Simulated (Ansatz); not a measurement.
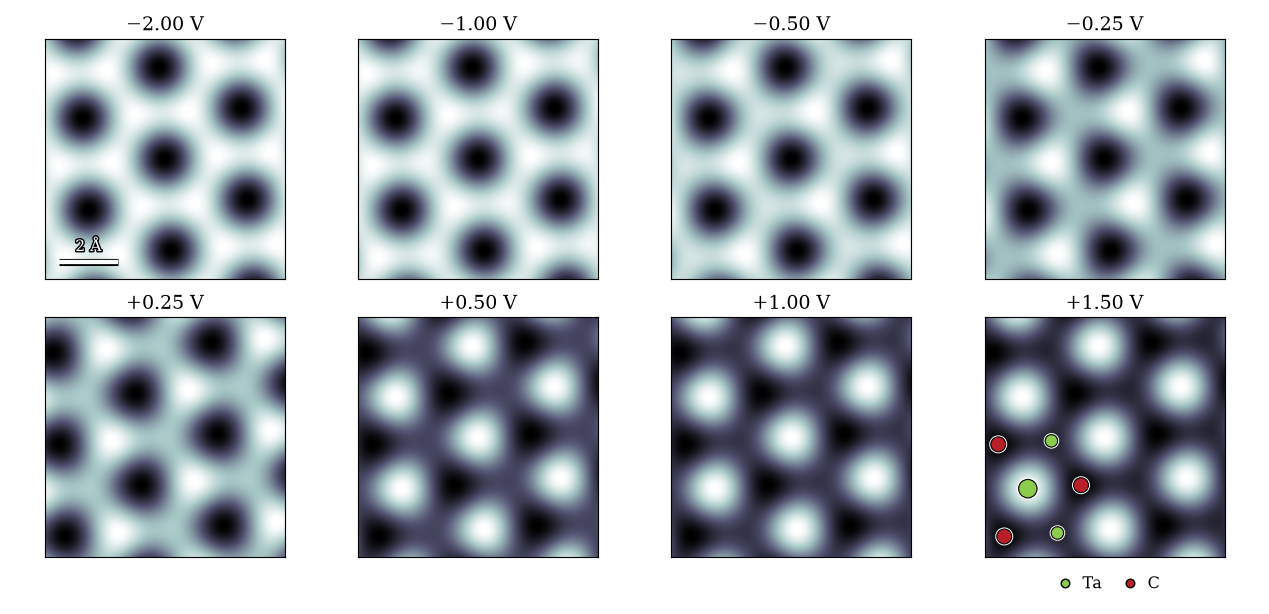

Constant-current images of TaC(111) (Fm-3m bulk, 9 atomic planes (those closer than 0.6 Å count as one), 10 Å, Ta-terminated, slab composition Ta5C4) at 8 sample biases, each on its own colour scale; the last has the atoms seen from above drawn over one corner (deeper ones smaller).

Model: Tersoff–Hamann, s-wave tip, no tip–sample forces. Bias windows are sharp sums over the levels of the k mesh.

The calculation used Ansatz 0.2.0, DFT LDA, scalar-relativistic, plane waves, PAW. Cutoff 420 eV, 21 × 21 k-points, Gaussian smearing 0.1 eV, dipole correction. The slab is a cut without reconstruction beyond its cell, at the source's lattice constants, with its lower half held fixed and the rest relaxed. No spin polarisation; a magnetic state wasn't tried and may lie lower. Spin–orbit coupling is left out; with Ta it can shift levels and gaps. The run couldn't confirm all of its levels under its output density. The run warns that the functional's potential is rough in the thin density of the vacuum, where the tip is; weak contrasts and barriers may feel it. On this mesh the free atoms still feel up to 0.08 eV/Å.

> How do the images change with bias?

| bias | set point (e/Å³) | corrugation | brightest over |
| --- | --- | --- | --- |
| −2.00 V | 5.9 × 10⁻⁴ | 5 pm | sites above the Ta atoms 2.4 Å below the top plane and C atoms 1.1 Å below the top plane |
| −1.00 V | 4.3 × 10⁻⁴ | 7 pm | C atoms 1.1 Å below the top plane and sites above the Ta atoms 2.4 Å below the top plane |
| −0.50 V | 1.9 × 10⁻⁴ | 9 pm | sites above the Ta atoms 2.4 Å below the top plane |
| −0.25 V | 1.1 × 10⁻⁴ | 8 pm | sites above the Ta atoms 2.4 Å below the top plane |
| +0.25 V | 7.5 × 10⁻⁵ | 4 pm | sites above the Ta atoms 2.4 Å below the top plane |
| +0.50 V | 2.4 × 10⁻⁴ | 4 pm | top Ta atoms |
| +1.00 V | 4.2 × 10⁻⁴ | 6 pm | top Ta atoms |
| +1.50 V | 7.6 × 10⁻⁴ | 9 pm | top Ta atoms |

The slab has states at the Fermi level, so this model gives a current down to small biases. Its work function (top face) is 4.95 eV.

The weakest contrasts here depend on the k mesh and on the tip.
